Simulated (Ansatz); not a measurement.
Single-point calculation, with input and output: Ni2Si (part 2 of 2)

The same run, continued: Ni2Si (slab, 24 atoms in the cell); DFT PBEsol, scalar-relativistic, plane waves, PAW, no spin polarisation (Ansatz 0.2.0); cutoff 420 eV, 9×7×1 k-mesh, Gaussian smearing of 0.1 eV. The structure derives from an entry of the Crystallography Open Database. It belongs to a series of runs on one base structure; here: (1 0 0) slab cut from the bulk.

Geometry of the input (Å; fractional positions):
```
3.8685  0.0000  0.0000
0.0000  4.9170  0.0000
0.0000  0.0000  27.2840
Ni 0.5000  0.0000  0.2749
Ni 0.5000  0.5000  0.2749
Si 0.0000  0.2500  0.3158
Ni 0.0000  0.7500  0.3158
Si 0.5000  0.7500  0.3567
Ni 0.5000  0.2500  0.3567
Ni 0.0000  0.0000  0.3977
Ni 0.0000  0.5000  0.3977
Si 0.5000  0.2500  0.4386
Ni 0.5000  0.7500  0.4386
Si 0.0000  0.7500  0.4795
Ni 0.0000  0.2500  0.4795
Ni 0.5000  0.0000  0.5205
Ni 0.5000  0.5000  0.5205
Si 0.0000  0.2500  0.5614
Ni 0.0000  0.7500  0.5614
Si 0.5000  0.7500  0.6023
Ni 0.5000  0.2500  0.6023
Ni 0.0000  0.0000  0.6433
Ni 0.0000  0.5000  0.6433
Si 0.5000  0.2500  0.6842
Ni 0.5000  0.7500  0.6842
Si 0.0000  0.7500  0.7251
Ni 0.0000  0.2500  0.7251
```

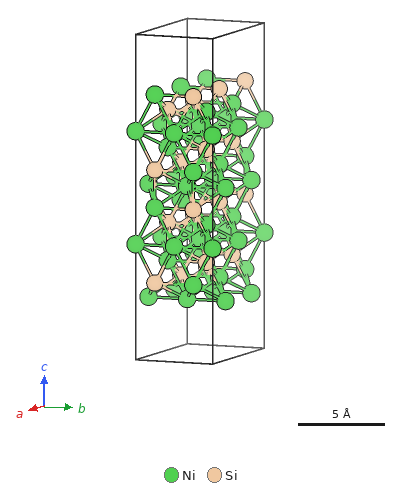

Fig. 1: The input geometry (ball-and-stick view of the 2 × 1 repeat of the cell, with the vacuum cut short, seen slightly off an axis). An atom can appear more than once, as a periodic image.

### Output, continued
```
  k-point 0: bands = ["-97.0480", "-97.0430", "-97.0391", "-97.0346", "-96.9790", "-96.9272", "-96.7956", "-96.7822", "-96.7706", "-96.7572", "-96.7568", "-96.7434", "-96.5846", "-96.5536", "-95.9977", "-95.9840", "-57.6658", "-57.6652", "-57.6608", "-57.6574", "-57.6547", "-57.6524", "-57.6488", "-57.6418", "-57.6141", "-57.5561", "-57.5530", "-57.5330", "-57.5248", "-57.5225", "-57.5130", "-57.5105", "-57.4670", "-57.4393", "-57.4308", "-57.3993", "-57.3973", "-57.3365", "-57.3306", "-57.3249",
      "-57.3230", "-57.3189", "-57.3154", "-57.3111", "-57.3058", "-57.3035", "-57.3027", "-57.2927", "-57.2905", "-57.2844", "-57.2628", "-57.2602", "-57.2546", "-57.2416", "-57.1552", "-57.1516", "-57.0376", "-56.9546", "-56.7358", "-56.6022", "-56.5375", "-56.5263", "-56.4636", "-56.4501", "-6.3951", "-5.7810", "-4.8864", "-4.0045", "-2.5337", "-2.0788", "-1.8227", "-1.3804", "-0.4590", "-0.2400", "0.2029", "0.3188", "0.7783", "1.0079", "1.1293", "1.3295",
      "1.4804", "1.5143", "1.6554", "1.7588", "1.9573", "2.0836", "2.1351", "2.2707", "2.2742", "2.3007", "2.4318", "2.4354", "2.4724", "2.5058", "2.5134", "2.5986", "2.6490", "2.7431", "2.7783", "2.8932", "2.9412", "2.9512", "2.9904", "3.0056", "3.0226", "3.1533", "3.2937", "3.3808", "3.5873", "3.6041", "3.7288", "3.8103", "3.8366", "3.9256", "4.0402", "4.0723", "4.0964", "4.1580", "4.1811", "4.2474",
      "4.2725", "4.3097", "4.3482", "4.4749", "4.5307", "4.5370", "4.5537", "4.5872", "4.7318", "4.7454", "4.7483", "4.8119", "4.8287", "4.8304", "4.8360", "4.8686", "4.8805", "4.8893", "4.9329", "4.9357", "5.0634", "5.1678", "5.2151", "5.2238", "5.3249", "5.3552", "5.4955", "5.5269", "5.5455", "5.5897", "5.5940", "5.6321", "5.6882", "5.8057", "5.9298", "5.9480", "5.9831", "6.0621", "6.0957", "6.3119",
      "6.5827", "6.5943", "6.8934", "7.0025", "7.9801", "8.0207", "8.2677", "8.3729", "8.6753", "8.8530", "9.1419", "9.1444", "9.2861", "9.4462", "9.4573", "9.5826", "9.6191", "9.7251", "10.0608", "10.2077", "10.3497", "10.5255", "10.6438", "10.7508", "11.1182", "11.3031", "11.7845", "11.8349", "12.1151", "12.2191", "12.2971", "12.3794"]
  k-point 1: bands = ["-97.0480", "-97.0430", "-97.0391", "-97.0346", "-96.9790", "-96.9272", "-96.7949", "-96.7829", "-96.7699", "-96.7579", "-96.7561", "-96.7440", "-96.5846", "-96.5536", "-95.9970", "-95.9847", "-57.6654", "-57.6650", "-57.6605", "-57.6577", "-57.6549", "-57.6525", "-57.6487", "-57.6417", "-57.6142", "-57.5561", "-57.5530", "-57.5327", "-57.5252", "-57.5224", "-57.5129", "-57.5108", "-57.4671", "-57.4328", "-57.4309", "-57.3928", "-57.3908", "-57.3358", "-57.3303", "-57.3252",
      "-57.3236", "-57.3182", "-57.3152", "-57.3124", "-57.3113", "-57.3045", "-57.3018", "-57.2943", "-57.2902", "-57.2847", "-57.2695", "-57.2661", "-57.2546", "-57.2416", "-57.1553", "-57.1516", "-57.0375", "-56.9546", "-56.7292", "-56.6089", "-56.5370", "-56.5268", "-56.4630", "-56.4508", "-6.2704", "-5.6590", "-4.7697", "-3.8993", "-2.5728", "-2.5367", "-2.1524", "-1.6619", "-0.6043", "-0.0267", "0.1947", "0.3959", "0.7170", "1.1536", "1.1784", "1.3613",
      "1.4343", "1.4990", "1.6866", "1.8359", "1.9632", "1.9716", "2.0537", "2.1150", "2.2461", "2.2978", "2.3021", "2.3865", "2.5148", "2.6216", "2.6326", "2.6400", "2.6970", "2.8072", "2.8319", "2.8760", "2.9084", "2.9367", "2.9556", "3.1038", "3.1746", "3.2126", "3.3418", "3.4254", "3.5597", "3.5983", "3.7312", "3.7969", "3.8615", "3.9309", "4.0139", "4.0450", "4.1003", "4.1243", "4.1771", "4.2243",
      "4.2721", "4.2981", "4.3186", "4.4335", "4.4880", "4.5115", "4.5713", "4.5856", "4.7104", "4.7326", "4.8002", "4.8094", "4.8215", "4.8248", "4.8391", "4.8821", "4.9007", "4.9237", "4.9309", "4.9546", "5.0612", "5.1270", "5.1358", "5.1621", "5.3495", "5.4047", "5.4441", "5.4699", "5.5120", "5.5786", "5.5795", "5.7363", "5.7738", "5.7824", "5.8464", "5.8964", "5.9676", "6.2009", "6.2127", "6.5240",
      "6.7105", "6.8356", "7.1517", "7.1763", "7.8774", "8.0899", "8.3144", "8.4558", "8.7215", "9.0027", "9.0752", "9.1171", "9.3939", "9.5009", "9.5563", "9.5859", "9.7024", "9.8038", "9.8585", "10.0705", "10.1340", "10.2848", "10.5362", "10.7003", "11.1988", "11.2457", "11.3231", "11.4920", "11.6560", "11.7563", "12.2136", "12.6302"]
  k-point 2: bands = ["-97.0480", "-97.0430", "-97.0391", "-97.0346", "-96.9790", "-96.9272", "-96.7931", "-96.7848", "-96.7681", "-96.7598", "-96.7542", "-96.7459", "-96.5846", "-96.5536", "-95.9951", "-95.9866", "-57.6647", "-57.6644", "-57.6597", "-57.6585", "-57.6554", "-57.6525", "-57.6486", "-57.6416", "-57.6144", "-57.5559", "-57.5531", "-57.5318", "-57.5263", "-57.5221", "-57.5125", "-57.5114", "-57.4673", "-57.4312", "-57.4144", "-57.3746", "-57.3725", "-57.3338", "-57.3314", "-57.3295",
      "-57.3260", "-57.3252", "-57.3159", "-57.3148", "-57.3118", "-57.3071", "-57.3010", "-57.2995", "-57.2894", "-57.2878", "-57.2855", "-57.2802", "-57.2546", "-57.2416", "-57.1554", "-57.1518", "-57.0374", "-56.9545", "-56.7108", "-56.6275", "-56.5355", "-56.5283", "-56.4611", "-56.4527", "-5.9007", "-5.2981", "-4.4266", "-3.5969", "-3.5406", "-3.0720", "-2.5526", "-2.1029", "-0.8652", "-0.1869", "0.3776", "0.4763", "0.9344", "1.0974", "1.2283", "1.4361",
      "1.5181", "1.5579", "1.6707", "1.7761", "1.7813", "1.9863", "2.0101", "2.0422", "2.1118", "2.2439", "2.2712", "2.4651", "2.4951", "2.6050", "2.7264", "2.7630", "2.8000", "2.8643", "2.8932", "2.9166", "2.9415", "2.9422", "3.0003", "3.1503", "3.2073", "3.2954", "3.3691", "3.4838", "3.5890", "3.6234", "3.6608", "3.8320", "3.9335", "3.9352", "3.9802", "4.0536", "4.1060", "4.1576", "4.1738", "4.2490",
      "4.2623", "4.2967", "4.4166", "4.4237", "4.4917", "4.5117", "4.5295", "4.6348", "4.6661", "4.7275", "4.7692", "4.7771", "4.7840", "4.8227", "4.8656", "4.8736", "4.9083", "4.9162", "4.9384", "4.9749", "4.9976", "5.0221", "5.0610", "5.0868", "5.1941", "5.2543", "5.3387", "5.3794", "5.4471", "5.4743", "5.5106", "5.6567", "5.6827", "5.7704", "5.7842", "6.0536", "6.2048", "6.2653", "6.7033", "6.9301",
      "7.1031", "7.4836", "7.5364", "7.7873", "8.2645", "8.2721", "8.5326", "8.6306", "8.6565", "8.7077", "9.0157", "9.1792", "9.2921", "9.3376", "9.4225", "9.5270", "9.7496", "9.9077", "9.9179", "9.9279", "10.1015", "10.1921", "10.3440", "10.7106", "10.9777", "11.0644", "11.4672", "11.5487", "11.6780", "11.8622", "12.1340", "12.5725"]
  k-point 19: bands = ["-97.0479", "-97.0428", "-97.0390", "-97.0345", "-96.9789", "-96.9270", "-96.7906", "-96.7875", "-96.7656", "-96.7626", "-96.7517", "-96.7487", "-96.5846", "-96.5535", "-95.9924", "-95.9894", "-57.6651", "-57.6641", "-57.6605", "-57.6593", "-57.6567", "-57.6534", "-57.6491", "-57.6425", "-57.6156", "-57.5567", "-57.5541", "-57.5326", "-57.5292", "-57.5231", "-57.5131", "-57.5126", "-57.4688", "-57.4339", "-57.3863", "-57.3577", "-57.3467", "-57.3444", "-57.3303", "-57.3292",
      "-57.3279", "-57.3252", "-57.3203", "-57.3175", "-57.3130", "-57.3120", "-57.3090", "-57.3074", "-57.2955", "-57.2908", "-57.2879", "-57.2843", "-57.2550", "-57.2423", "-57.1555", "-57.1523", "-57.0375", "-56.9544", "-56.6837", "-56.6542", "-56.5335", "-56.5306", "-56.4582", "-56.4554", "-3.6630", "-3.2688", "-3.0876", "-3.0632", "-2.7859", "-2.5654", "-2.3961", "-1.8702", "-0.9576", "-0.9397", "-0.6842", "-0.6546", "-0.4247", "-0.2404", "-0.1783", "0.3537",
      "1.0140", "1.4137", "1.4881", "1.6785", "1.8586", "1.9555", "2.0381", "2.1570", "2.2382", "2.3476", "2.3744", "2.4588", "2.6030", "2.6727", "2.8074", "2.8387", "2.9204", "3.0225", "3.0387", "3.0902", "3.1367", "3.1680", "3.2092", "3.2403", "3.2831", "3.3631", "3.4729", "3.5950", "3.6478", "3.7141", "3.7527", "3.7777", "3.7941", "3.8157", "3.8442", "3.8658", "3.9040", "3.9508", "3.9908", "4.0042",
      "4.1041", "4.1386", "4.2114", "4.2522", "4.3177", "4.3526", "4.4048", "4.5022", "4.5187", "4.5319", "4.5603", "4.6065", "4.6113", "4.6373", "4.6847", "4.7138", "4.7281", "4.7546", "4.7914", "4.8263", "4.8633", "4.8915", "4.9099", "4.9142", "4.9439", "4.9627", "5.0164", "5.0757", "5.1852", "5.3153", "5.3432", "5.3763", "5.4307", "5.4740", "5.5232", "5.5486", "5.6867", "5.7409", "5.8213", "5.9503",
      "6.0247", "6.1305", "6.2378", "6.4310", "6.5283", "6.9343", "7.0082", "7.1474", "7.7221", "8.1594", "8.4891", "9.0944", "9.6750", "9.9304", "10.2292", "10.4017", "10.6664", "11.1063", "11.2215", "11.3972", "11.6994", "11.8633", "11.9148", "12.1832", "12.2716", "12.4675", "12.6430", "12.7027", "12.8542", "12.9357", "12.9739", "13.4904"]
```

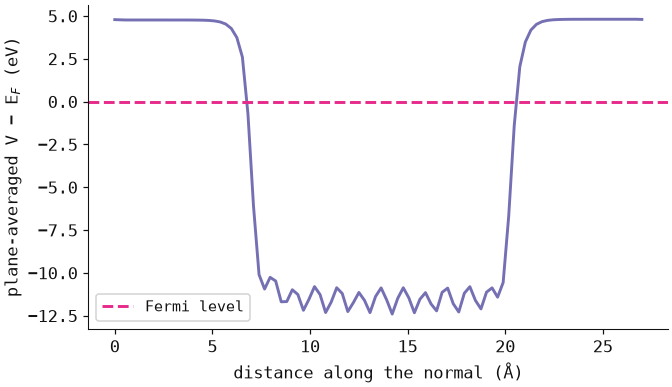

Fig. 2: Plane average of the electrostatic potential energy of an electron across the cell, from the Fermi level. The vacuum level lies 4.80 eV above the Fermi level on the upper side and 4.76 eV on the lower.

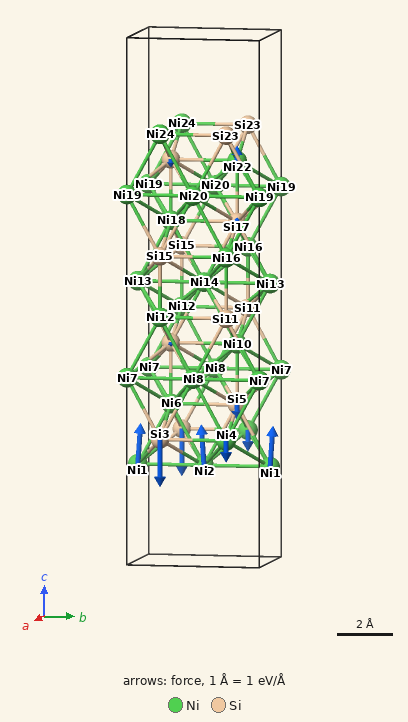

Fig. 3: Forces on the atoms as blue arrows (ball-and-stick view of the cell of the calculation, with the vacuum cut short, seen slightly off an axis; atoms are numbered from 1 in the order of the input); the smallest are left out. The largest act on Si3 (1.75 eV/Å); Ni1, Ni2 (1.51 eV/Å); Ni4 (0.80 eV/Å); Si5 (0.58 eV/Å), among others. The geometry is not a stationary point of this energy.

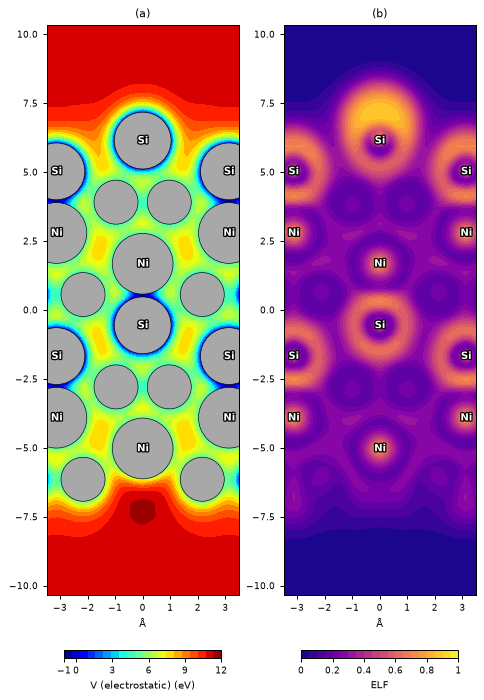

Fig. 4: (a) electrostatic potential (local pseudopotential plus Hartree) felt by an electron; (b) ELF on the (110) plane of the calculation cell, a cut from vacuum to vacuum. Grey discs, where drawn, cover atomic cores. The section cuts through Ni and Si sites. Si–Ni (2.23 Å): the ELF peaks at about 0.70 between the atoms. The strong features right at Ni lie inside the PAW spheres (semicore, d or f shells) and say nothing about bonding. In a PAW calculation such maps are meaningful between the atoms, not at the nuclei.

### Results in brief

| quantity | value |
| --- | --- |
| outcome | converged |
| electrons treated | 320 |
| free energy | −97858.8270 eV |
| work function, top face | 4.80 eV |
| work function, bottom face | 4.76 eV |
| Fermi energy | 6.246 eV |
| gap on the k-point mesh | none (metallic) |
| work function (upper face) | 4.80 eV |
| largest force (length of the vector) | 1.749 eV/Å |
| wall time | 66 s (CPU time 4.2 min) |
| peak memory | 2.9 GiB |

### Remarks

The program warns: the exchange-correlation potential is rough where the density is thin. The run has no spin polarisation, so a magnetic state may lie lower.
